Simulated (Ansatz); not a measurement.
**Geometry relaxation of C (part 2 of 2)**

Continued. System: C (slab, 4 atoms in the cell). Method: DFT PBE+D3(BJ), scalar-relativistic, plane waves, PAW, PAW set soft_1, no spin polarisation (Ansatz 0.2.0); cutoff 420 eV, 15×15×1 k-mesh, Gaussian smearing of 0.1 eV. The structure derives from an entry of the Crystallography Open Database. The input holds or restrains some coordinates. Forces given for the steps count only the free coordinates.

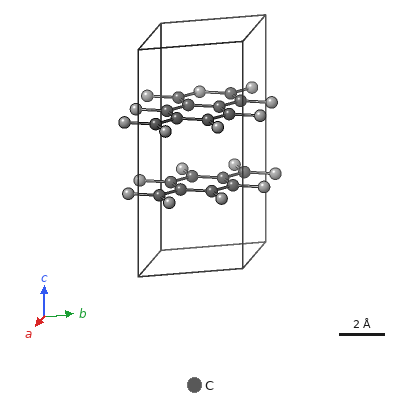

**Figure 1.** The geometry at step 2 of the log (ball-and-stick view of the 2 × 2 repeat of the cell, with the vacuum cut short, seen slightly off an axis; neighbours outside the cell are drawn fainter).

What the program printed, continued:
```
SCF iter   1: F=—  HF=-1004.215915 eV  |F-HF|=—  |Δ(HF+E_count)|=         —  Δρ=6.20e-7  dr2=7.67e-11  ethr=1.00e-12  p=-0.000 e·Å  D=-3.49e-7 V/Å  ΔV_dip=0.00 eV  dr2_dipole=2.23e-13  V_vac-E_F(+/−)=4.27/4.27 eV  ⟨swp⟩=2.6  Hψ=6435  notcnv=0
efield: sawtooth ramp at fractional position 0.8341 (handed on by an earlier solve), width 0.0400; the density the first Hamiltonian is built on has a dipole p = -0.000 e·Å; the dipole correction subtracts the counter field D = -3.49e-7 V/Å, which shifts the + side's vacuum level by +0.00 eV against the − side's; the planar-averaged density in the ramp window peaks in size at 2.0e-7 e/Å³
preconditioner: auto → none  [insulator: Δε(μ)=0.321 eV  Ē_g=14.936 eV  σ=0.100 eV  W_gap=0.98  n_scr=10 (ndim 8)  ℏωp=15.5 eV  f_vac=0.593  D(μ)=0.02/eV (n_scr^D=0)  ε∞_Penn≈2.1]
SCF iter   2: F=-1004.215915 eV  HF=-1004.215915 eV  |F-HF|=3.69e-10  |Δ(HF+E_count)|=   4.63e-7  Δρ=2.96e-7  dr2=3.95e-11  ethr=1.00e-12  p=-0.000 e·Å  D=-8.17e-7 V/Å  ΔV_dip=0.00 eV  dr2_dipole=7.23e-12  V_vac-E_F(+/−)=4.27/4.27 eV  ⟨swp⟩=6.0  Hψ=6531  notcnv=0
SCF 4 converged in 2 iterations: F = -1004.215915 eV  dr2 = 3.95e-11
relax step   4: F+E_penalty+E_count = -1004.21591501 eV  Δ(F+E_penalty+E_count) = +4.547e-11 eV  max|allowed force component| = 1.342e-3 eV/Å  Δτ_max = 0.0000 Å  (2 SCF iters, accepted)
SCF iter   1: F=—  HF=-1004.216163 eV  |F-HF|=—  |Δ(HF+E_count)|=         —  Δρ=9.69e-4  dr2=7.83e-4  ethr=4.88e-5  p=-0.000 e·Å  D=-6.96e-7 V/Å  ΔV_dip=0.00 eV  dr2_dipole=2.43e-5  V_vac-E_F(+/−)=4.27/4.27 eV  ⟨swp⟩=2.2  Hψ=4428  notcnv=0
efield: sawtooth ramp at fractional position 0.8341 (handed on by an earlier solve), width 0.0400; the density the first Hamiltonian is built on has a dipole p = -0.000 e·Å; the dipole correction subtracts the counter field D = -6.96e-7 V/Å, which shifts the + side's vacuum level by +0.00 eV against the − side's; the planar-averaged density in the ramp window peaks in size at 1.3e-7 e/Å³
preconditioner: auto → none  [insulator: Δε(μ)=0.325 eV  Ē_g=14.939 eV  σ=0.100 eV  W_gap=0.98  n_scr=10 (ndim 8)  ℏωp=15.5 eV  f_vac=0.593  D(μ)=0.01/eV (n_scr^D=0)  ε∞_Penn≈2.1]
SCF iter   2: F=—  HF=-1004.216026 eV  |F-HF|=—  |Δ(HF+E_count)|=   1.36e-4  Δρ=3.30e-4  dr2=4.43e-4  ethr=4.90e-6  p=0.002 e·Å  D=4.88e-3 V/Å  ΔV_dip=-0.09 eV  dr2_dipole=1.58e-4  V_vac-E_F(+/−)=4.21/4.29 eV  ⟨swp⟩=2.0  Hψ=2807  notcnv=0
SCF iter   3: F=—  HF=-1004.215981 eV  |F-HF|=—  |Δ(HF+E_count)|=   4.54e-5  Δρ=3.09e-4  dr2=2.89e-4  ethr=2.77e-6  p=-0.001 e·Å  D=-2.37e-3 V/Å  ΔV_dip=0.04 eV  dr2_dipole=9.66e-5  V_vac-E_F(+/−)=4.29/4.25 eV  ⟨swp⟩=2.0  Hψ=1766  notcnv=0
SCF iter   4: F=—  HF=-1004.215927 eV  |F-HF|=—  |Δ(HF+E_count)|=   5.34e-5  Δρ=1.78e-4  dr2=2.83e-5  ethr=1.81e-6  p=-0.000 e·Å  D=-2.82e-4 V/Å  ΔV_dip=0.00 eV  dr2_dipole=4.08e-6  V_vac-E_F(+/−)=4.27/4.27 eV  ⟨swp⟩=1.4  Hψ=1399  notcnv=0
SCF iter   5: F=—  HF=-1004.215920 eV  |F-HF|=—  |Δ(HF+E_count)|=   7.03e-6  Δρ=6.67e-5  dr2=2.55e-6  ethr=1.77e-7  p=-0.000 e·Å  D=-1.39e-4 V/Å  ΔV_dip=0.00 eV  dr2_dipole=4.31e-7  V_vac-E_F(+/−)=4.27/4.27 eV  ⟨swp⟩=2.3  Hψ=1800  notcnv=0
SCF iter   6: F=—  HF=-1004.215919 eV  |F-HF|=—  |Δ(HF+E_count)|=   9.52e-7  Δρ=1.60e-5  dr2=8.97e-8  ethr=1.60e-8  p=-0.000 e·Å  D=-4.44e-5 V/Å  ΔV_dip=0.00 eV  dr2_dipole=1.11e-8  V_vac-E_F(+/−)=4.27/4.27 eV  ⟨swp⟩=2.2  Hψ=1985  notcnv=0
SCF iter   7: F=-1004.215919 eV  HF=-1004.215919 eV  |F-HF|=1.30e-10  |Δ(HF+E_count)|=   3.08e-8  Δρ=2.05e-6  dr2=1.51e-9  ethr=5.62e-11  p=-0.000 e·Å  D=-4.23e-6 V/Å  ΔV_dip=0.00 eV  dr2_dipole=1.82e-10  V_vac-E_F(+/−)=4.27/4.27 eV  ⟨swp⟩=4.6  Hψ=6814  notcnv=0
SCF 5 converged in 7 iterations: F = -1004.215919 eV  dr2 = 1.51e-9
  greatest PAW one-centre occupation: 0.673 electrons in one spin orbital (limit 2), on the C atom at site 1 (counted from 0), in its partial waves of l = 0
relax step   5: F+E_penalty+E_count = -1004.21591949 eV  Δ(F+E_penalty+E_count) = -4.477e-6 eV  max|allowed force component| = 9.358e-4 eV/Å  Δτ_max = 0.0065 Å  (7 SCF iters, accepted)
```

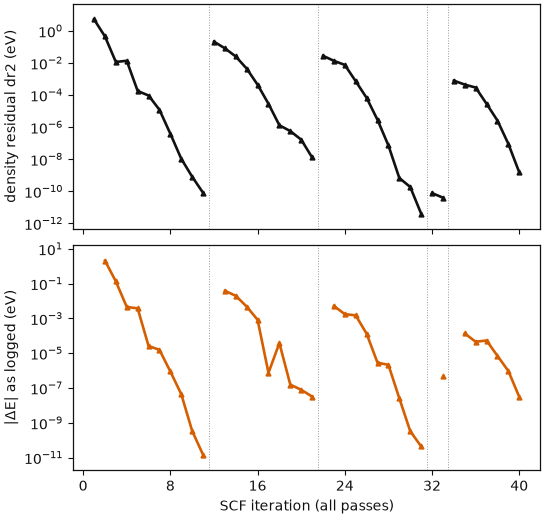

**Figure 2.** Convergence of the self-consistent field: density residual dr2 and size of the energy change against the SCF iteration. The dotted lines part the SCF passes of the relaxation: geometry steps, rejected trials and re-solves on a re-selected basis. The 5 passes take 2 to 11 iterations each, 40 in all.

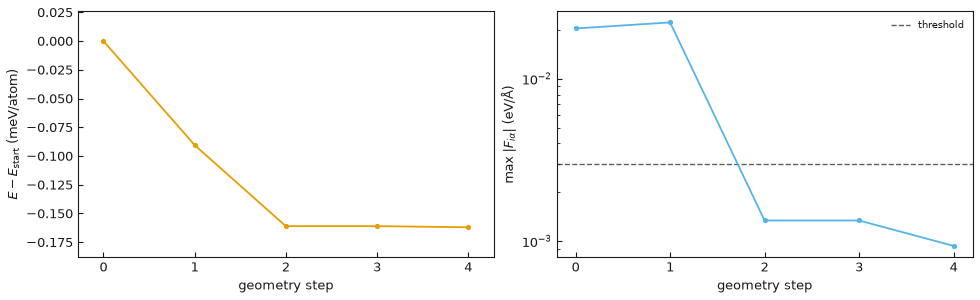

**Figure 3.** Progress of the restrained relaxation, step by step (the first geometry is step 0 here and step 1 in the log).

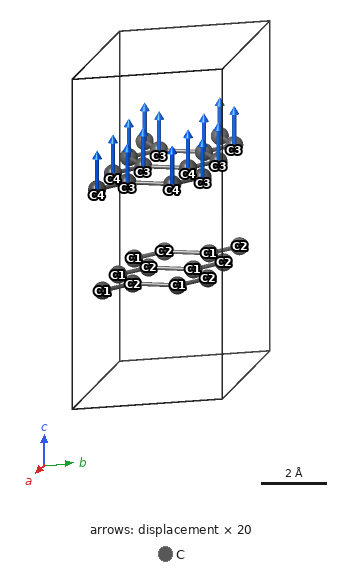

**Figure 4.** The starting structure with the displacements as blue arrows, magnified 20 times (ball-and-stick view of the 3 × 2 repeat of the cell, with the vacuum cut short, seen slightly off an axis). The largest move is that of C3, 0.062 Å. The cell doesn't change. After 4 geometry steps the energy has fallen by 0.2 meV per atom. Largest force component: 0.02 eV/Å at the start, 0.00094 eV/Å at the end. (Atoms are counted from 1 in the order of the input.)

```
SCF converged after 7 iterations
Free energy (F): -1004.215919 eV
Harris-Foulkes:  -1004.215919 eV  (|F-HF|=1.30e-10)
Internal energy: -1004.215847 eV  (E = F + TS)
E sigma→0 (E₀):  -1004.215883 eV
Entropy (-TS):   -0.000072 eV (-0.018 meV/atom)
Fermi energy:    0.057266 eV
Dipole field:    D = 0.000022 V/Å  (p = 0.000011 e·Å, saw-weighted, corrected)
Work function:   Φ+ = 4.2715 eV   Φ− = 4.2719 eV
Levels:          The Fermi level and band energies are counted from a zero that moves with the ramp; work functions are not
--- Per-component energies (eV) ---
  E_band       = -145.326342
  E_kinetic    = 353.974881
  E_local      = -5976.081553  (includes V_loc(G=0)·N_el)
  E_nonlocal   = 93.740899
  E_hartree    = 2822.820949
  E_xc         = -187.789615
  E_vxc        = -231.242569  (∫ρ·V_xc dr)
  E_paw        = -400.389573  (= ΣΔE_a)
  E_vpaw       = -31.359774  (= ΣTr[D̂ρ^β])
  E_aug_tail   = 0.000065  (compensation charges beyond the density's cutoff)
  E_efield     = 0.000000  (sawtooth field / dipole correction)
  E_vefield    = -0.000011  (∫n·V_field dr)
  E_ewald      = 2289.978012
  E_disp       = -0.469913  (pairwise vdW)
  E_smearing   = -0.000072  (= −TS)
  E_closure    = -0.000000  (closes the sum)
  Σ components = -1004.215919   (vs F -1004.215919, Δ=0.00e0)
--- Forces (eV/Å), atoms counted from 1 ---
  atom   1  C     -0.00710357     0.00129236     0.00093577
  atom   2  C     -0.00710449    -0.00129301    -0.00114519
  atom   3  C      0.00710514    -0.00129973     0.00014158
  atom   4  C      0.00710271     0.00130042     0.00004405
  max |Σ_I F_I| component: 2.38e-5 eV/Å
--- Band table (eV; the first three rows and the last of 113) ---
  k-point 0: bands = ["-19.5211", "-19.4015", "-7.9711", "-7.1320", "-2.9755", "-2.9751", "-2.9686", "-2.9683", "3.4432", "3.9051", "4.8067", "6.5886"]
  k-point 1: bands = ["-19.4158", "-19.2969", "-7.8439", "-7.0081", "-3.4023", "-3.3921", "-3.1979", "-3.1907", "3.5847", "4.0478", "4.9496", "6.7301"]
  k-point 2: bands = ["-19.1005", "-18.9840", "-7.4644", "-6.6387", "-4.5354", "-4.5167", "-3.7626", "-3.7545", "4.0091", "4.4754", "5.3784", "7.1219"]
  k-point 112: bands = ["-15.1488", "-15.0635", "-12.0393", "-11.9736", "-6.6104", "-6.5922", "-3.0607", "-2.5280", "2.2350", "2.7105", "7.9154", "8.0026"]
--- Relaxed structure (5 steps of the walk, 5 accepted, 0 SCFs on fresh bases) ---
  F+E_penalty+E_count = -1004.21591949 eV   max|allowed force component| = 9.358e-4 eV/Å
  atoms:
    - { symbol: C, position: [0.6666666667, 0.33333333330000003, 0.25713833174032924] }
    - { symbol: C, position: [0.33333333330000003, 0.6666666667, 0.25714188160000007] }
    - { symbol: C, position: [0.6666666667000001, 0.6666666667, 0.4545954117875095] }
    - { symbol: C, position: [1.0000000000000002, 0.33333333330000003, 0.45459557828077385] }
```

Trajectory as extended XYZ (Å, eV, eV/Å), 5 frames, from step=1 to step=5:
```
4
Lattice="2.4657 0.0000 0.0000 -1.2328 2.1353 0.0000 0.0000 0.0000 17.5001" Properties=species:S:1:pos:R:3:forces:R:3 step=1 energy=-1004.21527
C     1.2328    0.7118    4.5005   -0.0090   0.0014  -0.0183
C     0.0000    1.4235    4.5000   -0.0090  -0.0014  -0.0031
C     0.8219    1.4235    7.8931    0.0090  -0.0014   0.0204
C     2.0547    0.7118    7.8937    0.0090   0.0014   0.0010
4
Lattice="2.4657 0.0000 0.0000 -1.2328 2.1353 0.0000 0.0000 0.0000 17.5001" Properties=species:S:1:pos:R:3:forces:R:3 step=2 energy=-1004.21563
C     1.2328    0.7118    4.4990   -0.0060   0.0011   0.0222
C     0.0000    1.4235    4.5000   -0.0060  -0.0012  -0.0101
C     0.8219    1.4235    8.0004    0.0060  -0.0012  -0.0090
C     2.0547    0.7118    8.0002    0.0060   0.0012  -0.0031
4
Lattice="2.4657 0.0000 0.0000 -1.2328 2.1353 0.0000 0.0000 0.0000 17.5001" Properties=species:S:1:pos:R:3:forces:R:3 step=3 energy=-1004.21591
C     1.2328    0.7118    4.5001   -0.0069   0.0013  -0.0012
C     0.0000    1.4235    4.5000   -0.0069  -0.0013   0.0028
C     0.8219    1.4235    7.9619    0.0069  -0.0013  -0.0013
C     2.0547    0.7118    7.9619    0.0069   0.0013  -0.0003
4
Lattice="2.4657 0.0000 0.0000 -1.2328 2.1353 0.0000 0.0000 0.0000 17.5001" Properties=species:S:1:pos:R:3:forces:R:3 step=4 energy=-1004.21591
C     1.2328    0.7118    4.5001   -0.0069   0.0013  -0.0012
C     0.0000    1.4235    4.5000   -0.0069  -0.0013   0.0028
C     0.8219    1.4235    7.9619    0.0069  -0.0013  -0.0013
C     2.0547    0.7118    7.9619    0.0069   0.0013  -0.0003
4
Lattice="2.4657 0.0000 0.0000 -1.2328 2.1353 0.0000 0.0000 0.0000 17.5001" Properties=species:S:1:pos:R:3:forces:R:3 step=5 energy=-1004.21592
C     1.2328    0.7118    4.4999   -0.0071   0.0013   0.0009
C     0.0000    1.4235    4.5000   -0.0071  -0.0013  -0.0011
C     0.8219    1.4235    7.9554    0.0071  -0.0013   0.0001
C     2.0547    0.7118    7.9555    0.0071   0.0013   0.0000
```

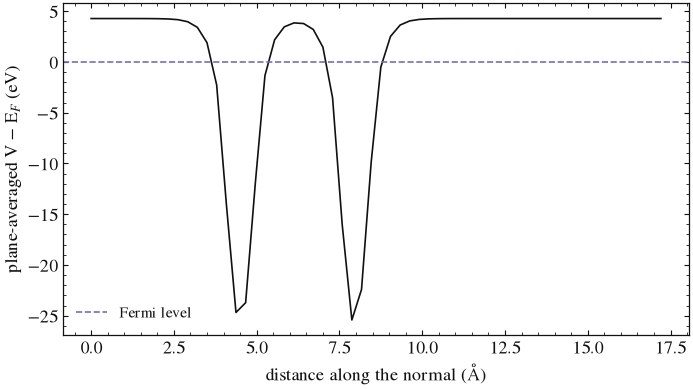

**Figure 5.** Plane average of the electrostatic potential energy of an electron across the cell, from the Fermi level. The vacuum level lies 4.27 eV above the Fermi level.

This output came from the following input.

The input:
```yaml
crystal:
  lattice:
    - [2.4656524413, 0.0, 0.0]
    - [-1.2328262206, 2.1353176511, 0.0]
    - [0.0, 0.0, 17.5000663888]
  atoms:
    - { symbol: C, position: [0.6666666667, 0.3333333333, 0.2571677171] }
    - { symbol: C, position: [0.3333333333, 0.6666666667, 0.2571418816] }
    - { symbol: C, position: [0.6666666667, 0.6666666667, 0.4510313323] }
    - { symbol: C, position: [1.0, 0.3333333333, 0.4510644639] }
basis:
  ecutwfc: 420
kpoints:
  mp_grid: { grid: [15, 15, 1] }
hamiltonian:
  xc: pbe
  pseudopotentials: { kind: paw, azcp: { folder: soft_1 } }
  dispersion: d3bj
scf:
  occupations: { method: gaussian, width: 0.1 }
output:
  forces: true
  eigenvalues: true
relax:
  adjacent_minimum: "off"
  f_tol: 0.003
  max_steps: 20
  constraints: [{ site: 1 }, { sites: [0, 2, 3], fix: xy }]
efield:
  axis: 3
  dipole_correction: true
  ramp_width: 0.04
```

Launched with:
```bash
ansatz run input.yaml --threads 1 --pin off --max-ram 3072MiB --backend cpu --events-out ev --progress --plain --runs-dir out
```

Results in brief:

```csv
quantity,value
outcome,converged under the restraints of the input
electrons treated,16
free energy,−1004.2159 eV
"work function, top face",4.27 eV
"work function, bottom face",4.27 eV
Fermi energy,0.057 eV
gap on the k-point mesh,0.32 eV
final volume,92.14 Å³
work function (upper face),4.27 eV
"largest force (length of the vector) at the end, held atoms and coordinates included",0.007 eV/Å
hardware,"1 thread of Intel Xeon (Sapphire Rapids), 32 GiB of memory available, shared host"
wall time,51 s
peak memory,0.51 GiB
```
